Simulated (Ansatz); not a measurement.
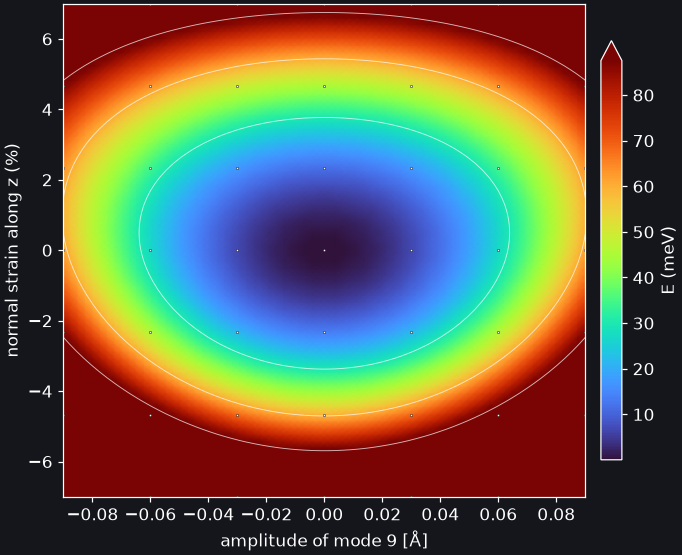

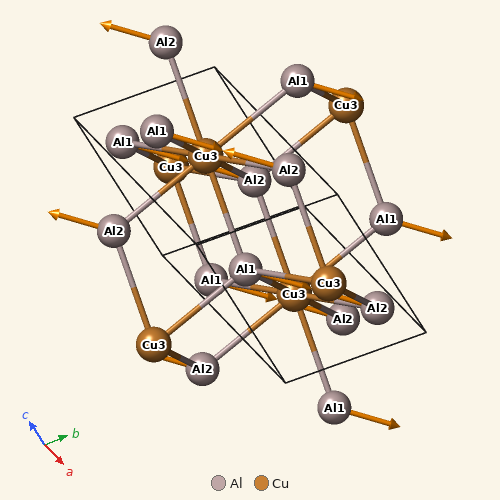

Energy landscape of Al₂Cu (Fm-3m, No. 225; 3 atoms in the cell). The energy is mapped over a normal mode and a strain (zone-centre modes of the 3-atom cell of this scan). Coordinates scanned: (1) amplitude of mode 9 (273 cm⁻¹), largest displacement in the unstrained cell; (2) normal strain along z. Nothing is relaxed (the pattern is fixed in fractional coordinates). The grid has 7 × 7 points; 28 points were computed and 21 follow by symmetry. Points are written as (first, second). Energies are in meV per cell, from the lowest grid point. Theory: DFT PBE, scalar-relativistic, plane waves, PAW in Ansatz 0.2.0. Settings: cutoff 520 eV, k-mesh 14×14×14, gaussian smearing 0.15 eV, no spin polarisation.

Drawn: a smooth colour map with a few white contour lines, dots at the grid points, one colour for all values above the top of the scale. Between grid points the surface is interpolated. The second picture is the structure at the lowest point

Where are the wells?

The lowest grid point is at (0.00 Å, 0.00 %). It is the only kind of minimum in the scanned range. The highest grid point, (−0.09 Å, −7.00 %), lies 244 meV above the lowest.

Grid values (meV):

```csv
"second ↓, first →",−0.09,−0.06,−0.03,0.00,0.03,0.06,0.09
7.00,131,111,100,96,100,111,131
4.67,88,64,50,45,50,64,88
2.33,63,34,17,12,17,34,63
0.00,62,27,7,0,7,27,62
−2.33,87,46,22,14,22,46,87
−4.67,146,97,69,59,69,97,146
−7.00,244,187,153,142,153,187,244
```

Each point was launched as `ansatz run input.yaml --threads 2 --pin off --max-ram 4096MiB --backend cpu --events-out ev --progress --plain --runs-dir out`. The whole map (28 points run) took 13 min on 2 threads of Arm Neoverse N1, on a shared host.

PAW datasets: the set soft_1.
